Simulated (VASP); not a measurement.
**Energy of HfN along an even scaling of the cell**

System: HfN (F-43m, 2 atoms in the cell).
Method: Kohn-Sham DFT of a periodic cell, PBE, VASP PAW PBE potentials, recommended, no spin polarisation (VASP 6.6.1).

The 7 runs differ only in the geometry, by an even scaling of the cell at fixed fractional positions. The structure derives from a Materials Project entry.

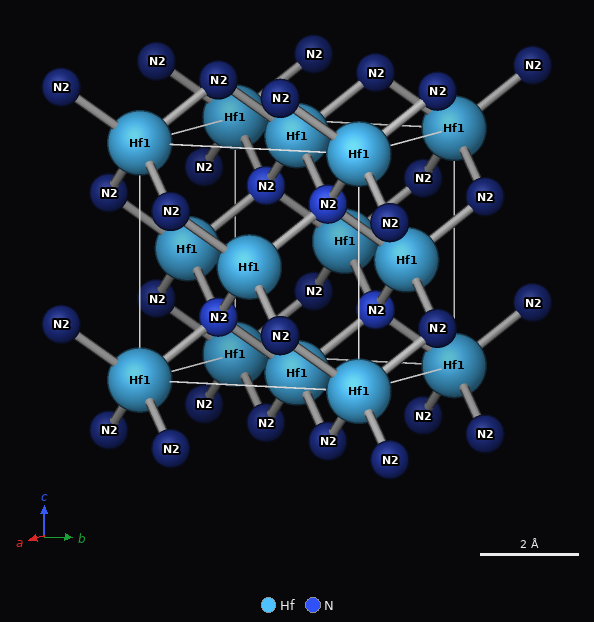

Figure 1. The structure of run 4 (ball-and-stick view of the cell 4 times as large as that of the calculation, set on its symmetry axes, seen at an oblique angle; neighbours outside the cell are drawn fainter; atoms are numbered from 1 in the order of the input).

### INCAR of run 4
```
  PREC = Accurate
  ENCUT = 520
  EDIFF = 1E-7
  ISMEAR = -1
  SIGMA = 0.05
  LREAL = False
  LASPH = True
  NELM = 100
  ALGO = Normal
  ISIF = 2
  LWAVE = False
  LCHARG = True
  GGA = PE
  LELF = True
  LVHAR = True
  NBANDS = 14
```

### KPOINTS of run 4
```
regular mesh
0
Gamma
  9 9 9
```

### POSCAR of run 4
```
HfN
1.0
    0.0000000000      2.4548220000      2.4548220000
    2.4548220000      0.0000000000      2.4548220000
    2.4548220000      2.4548220000      0.0000000000
Hf N
1 1
Direct
    0.0000000000      0.0000000000      0.0000000000
    0.2500000000      0.2500000000      0.2500000000
```

Command:
```bash
cat potpaw_PBE.64/Hf_pv/POTCAR potpaw_PBE.64/N/POTCAR > POTCAR
mpirun -np 1 vasp_std > vasp.out
```

Lattice vectors (Å) and fractional positions of run 4:
```
   0.000000    2.454822    2.454822
   2.454822    0.000000    2.454822
   2.454822    2.454822    0.000000
Hf  0.000000  0.000000  0.000000
N   0.250000  0.250000  0.250000
```

Run 3 has the same physical settings and fractional positions; its lattice vectors (Å) are:
```
   0.000000    2.438346    2.438346
   2.438346    0.000000    2.438346
   2.438346    2.438346    0.000000
```

### Results, with one run withheld

```tsv
run	volume per atom (Å³)	free energy per atom, from the lowest run given (meV)	pressure (GPa)
1	13.906	34.22	13.21
2	14.201	14.36	8.22
3	14.497	?	?
4	14.793	0.00	−0.33
5	15.089	3.91	−4.00
6	15.385	14.27	−7.31
7	15.681	30.44	−10.30
```

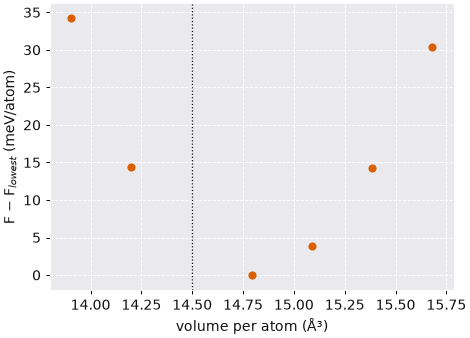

Figure 2. Free energy per atom of the runs given; the dotted line marks run 3.

Estimate the energy of run 3 from the others.

A cubic polynomial in V^(−2/3) (the Birch–Murnaghan form), fitted to the 6 runs given, misses them by at most 0.01 meV per atom. With x = V^(−2/3) − 0.16574 Å⁻², it reads F = 0.068756 − 510.83 x + 7.2937e+05 x² + 3.7091e+05 x³ (meV per atom). At run 3 it gives 3.22 meV per atom, and the run itself gives 3.24. The slope of the fit gives a pressure −dF/dV of 3.81 GPa there, and the run prints 3.73 GPa. The two needn't agree exactly: the fit is approximate, and the printed stress is taken on a finite basis. The fit has its minimum at 14.774 Å³ per atom, where V d²F/dV² gives 194 GPa: the bulk modulus at this level, since symmetry fixes the shape and the positions.

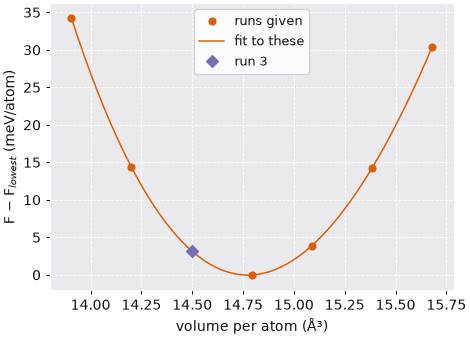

Figure 3. The fit and the withheld run.

### OSZICAR and lines of OUTCAR (run 3)
```
N       E                     dE             d eps       ncg     rms          rms(c)
DAV:   1     0.451333145967E+02    0.45133E+02   -0.77295E+03   980   0.974E+02
DAV:   2    -0.221417923396E+02   -0.67275E+02   -0.63150E+02  1318   0.240E+02
DAV:   3    -0.248020238683E+02   -0.26602E+01   -0.26507E+01  1124   0.391E+01
DAV:   4    -0.248165777271E+02   -0.14554E-01   -0.14553E-01  1142   0.347E+00
DAV:   5    -0.248167220693E+02   -0.14434E-03   -0.14434E-03  1172   0.305E-01    0.556E+01
DAV:   6    -0.213275495715E+02    0.34892E+01   -0.12832E+01  1070   0.249E+01    0.402E+01
DAV:   7    -0.212346135860E+02    0.92936E-01   -0.67828E-01  1016   0.738E+00    0.254E+01
DAV:   8    -0.212240967306E+02    0.10517E-01   -0.98485E-02  1196   0.285E+00    0.681E+00
DAV:   9    -0.212163229564E+02    0.77738E-02   -0.20860E-02  1070   0.109E+00    0.173E+00
DAV:  10    -0.212162704941E+02    0.52462E-04   -0.15571E-03  1208   0.357E-01    0.254E-01
DAV:  11    -0.212162446621E+02    0.25832E-04   -0.99448E-05  1130   0.930E-02    0.108E-01
DAV:  12    -0.212162421327E+02    0.25294E-05   -0.23632E-05  1262   0.383E-02    0.144E-02
DAV:  13    -0.212162420148E+02    0.11784E-06   -0.12283E-06  1082   0.105E-02    0.931E-03
DAV:  14    -0.212162420422E+02   -0.27326E-07   -0.90260E-08   900   0.256E-03
   1 F= -.21216242E+02 E0= -.21213427E+02  d E =-.562986E-02
[... from OUTCAR:]
  free energy    TOTEN  =       -21.21624204 eV
  energy without entropy =      -21.21061219  energy(sigma->0) =      -21.21342711
 E-fermi :   5.9242     XC(G=0): -11.3179     alpha+bet :-12.1997
  free  energy   TOTEN  =       -21.2162420422 eV
  energy  without entropy=      -21.2106121856  energy(sigma->0) =      -21.21342711
```

Notes: Spin–orbit coupling is left out, which matters for Hf. The cell holds an odd number of electrons but the run has no spin polarisation, so it comes out as a metal.
